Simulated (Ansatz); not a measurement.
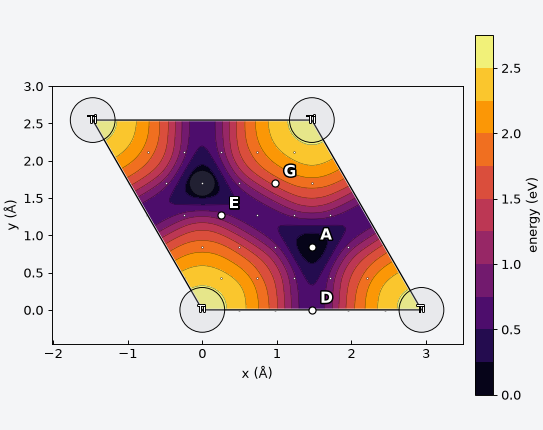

C on a Ti(001) slab cut from the P6_3/mmc phase, its upper half relaxed before the scan (4 atoms of substrate and one adsorbate in a 1 × 1 cell). C is moved over the surface cell; relaxed at each place: the height of the adsorbate's atoms; substrate rigid; the origin of the map has the adsorbate above Ti4. Places are given modulo a cell vector. The map is drawn in real space over the plane of the surface. The scan uses a 6 × 6 grid; 10 points were computed and 26 follow by symmetry. Energies are in eV, from the lowest grid point. With one adsorbate in each 1 × 1 cell, its nearest image is 2.9 Å away, so neighbouring adsorbates interact. Computed with Ansatz 0.2.0, DFT PBE, scalar-relativistic, plane waves, PAW. Settings: cutoff 420 eV, k-mesh 9×9×1, gaussian smearing 0.1 eV, no spin polarisation.

Drawn: filled contours, dots at the grid points, labelled circles for the atoms of the top layer and small ones for the second layer, the outline of one cell of the plane, lettered points. Between grid points the surface is interpolated.

Q: What kind of point is each of A, E, G: minimum, saddle, maximum or slope?

A: A: minimum; E: on a slope; G: on a slope. (In these two coordinates alone; a stationary point may lie a little off the grid point.)

Q: Rank the lettered points by energy, lowest first.

A: A (0.07 eV), D (0.55 eV), E (0.84 eV), G (1.58 eV).
